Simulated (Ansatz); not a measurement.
## Electronic structure of Ga16P16H (cell with a defect) in real space

The calculation's input:

```
crystal:
  lattice:
    - [5.5051169748, 5.5051169748, -5.5051169748]
    - [-5.5051169748, -5.5051169748, -5.5051169748]
    - [-5.5051169748, 5.5051169748, 5.5051169748]
  atoms:
    - { symbol: Ga, position: [0.25, 0.5, 0.25], spin: 0.091 }
    - { symbol: Ga, position: [0.5, 0.25, 0.25] }
    - { symbol: Ga, position: [0.75, 0.0, 0.25] }
    - { symbol: Ga, position: [0.75, 0.5, 0.75], spin: 0.091 }
    - { symbol: Ga, position: [0.0, 0.5, 0.5] }
    - { symbol: Ga, position: [0.25, 0.25, 0.5] }
    - { symbol: Ga, position: [0.5, 0.0, 0.5] }
    - { symbol: Ga, position: [0.75, 0.75, 0.5] }
    - { symbol: Ga, position: [1.0, 0.75, 0.25], spin: 0.091 }
    - { symbol: Ga, position: [0.5, 0.5, 0.0] }
    - { symbol: Ga, position: [0.75, 0.25, 0.0], spin: 0.091 }
    - { symbol: Ga, position: [0.0, 0.25, 0.75], spin: 0.091 }
    - { symbol: Ga, position: [0.25, 1.0, 0.75] }
    - { symbol: Ga, position: [0.5, 0.75, 0.75] }
    - { symbol: Ga, position: [0.0, 0.0, 0.0] }
    - { symbol: Ga, position: [0.25, 0.75, 0.0], spin: 0.091 }
    - { symbol: P, position: [0.25, 0.5, 0.0], spin: 0.091 }
    - { symbol: P, position: [0.5, 0.25, 0.0] }
    - { symbol: P, position: [0.75, 0.0, 0.0] }
    - { symbol: P, position: [0.75, 0.5, 0.5] }
    - { symbol: P, position: [0.0, 0.5, 0.25], spin: 0.091 }
    - { symbol: P, position: [0.25, 0.25, 0.25] }
    - { symbol: P, position: [0.5, 0.0, 0.25] }
    - { symbol: P, position: [0.75, 0.75, 0.25] }
    - { symbol: P, position: [0.0, 0.75, 0.0], spin: 0.091 }
    - { symbol: P, position: [0.5, 0.5, 0.75] }
    - { symbol: P, position: [0.75, 0.25, 0.75], spin: 0.091 }
    - { symbol: P, position: [0.0, 0.25, 0.5] }
    - { symbol: P, position: [0.25, 0.0, 0.5] }
    - { symbol: P, position: [0.5, 0.75, 0.5] }
    - { symbol: P, position: [0.0, 0.0, 0.75] }
    - { symbol: P, position: [0.25, 0.75, 0.75] }
    - { symbol: H, position: [0.0, 0.5, 0.0], spin: 0.091 }
  host:
    lattice:
      - [0.0, 2.7525584874, 2.7525584874]
      - [2.7525584874, 0.0, 2.7525584874]
      - [2.7525584874, 2.7525584874, 0.0]
    atoms:
      - { symbol: Ga, position: [0.0, 0.0, 0.0] }
      - { symbol: P, position: [0.25, 0.25, 0.25] }
basis:
  ecutwfc: 420
  xc_grid: 2
kpoints:
  mp_grid: { grid: [2, 2, 2], shift: [0.0, 0.0, 0.0] }
hamiltonian:
  xc: pbe
scf:
  occupations: { method: gaussian, width: 0.01 }
output:
  forces: true
  stress: false
  eigenvalues: true
  populations: true
  charged_corrections:
    defect_position: [0.0, 0.5, 0.0]
    epsilon: [[12.8535, 0.0, 0.0], [0.0, 12.8535, 0.0], [0.0, 0.0, 12.8535]]
  write_density: true
  write_potential: true
  elf: true
  volumetric_format: npy
magnetization:
  spin_polarized: true
relax:
  adjacent_minimum: "off"
  f_tol: 0.025
  max_steps: 45
```

Command:

```sh
ansatz run input.yaml --threads 4 --pin off --max-ram 8192MiB --backend cpu --events-out ev --progress --plain --runs-dir out
```

The fields are those of the relaxed geometry.

Spin-polarised.

Computed with DFT PBE, scalar-relativistic, plane waves, PAW (Ansatz).

The density is the valence pseudo-density of a PAW calculation; it isn't the true density close to the nuclei.

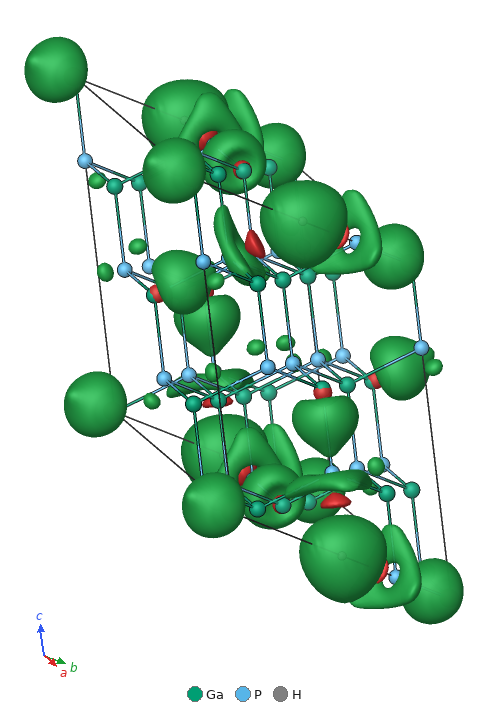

Figure 1. Isosurfaces of the spin density (up minus down) at +0.005 (green) and −0.005 e/Å³ (red), seen slightly off an axis. Sticks mark near contacts.

### Which atoms carry the moments, and with what signs?

The spin density sits on H: +0.5 μB in one cell of 33 atoms: with much of the spin spread outside that site. The cell of the calculation (33 atoms) carries 1.0 μB of net spin moment.

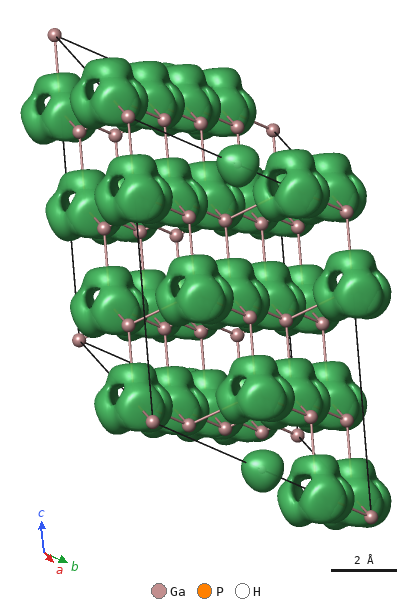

Figure 2. Isosurface of the ELF at 0.75 (green), seen slightly off an axis. Core shells and regions of very low density are left out. Sticks mark near contacts.

### What do the ELF domains correspond to?

At this value the surface marks out one region around a hydrogen nucleus and 16 regions on P in which the atom's valence shell and bonds are merged, counted in one cell of 33 atoms. Regions shared between cells count once.


P–H (2.37 Å): the ELF climbs to about 1 towards the hydrogen, as it does in any bond to H. Ga–P (2.38 Å): the ELF peaks at about 0.95 in the valence shell of P, 0.7 Å from its nucleus, and is about 0.75 at the midpoint.

### Does the calculation give a band gap?

It is gapped, with a Kohn–Sham gap of 0.32 eV on the k-point mesh, an upper bound to the gap of this method.
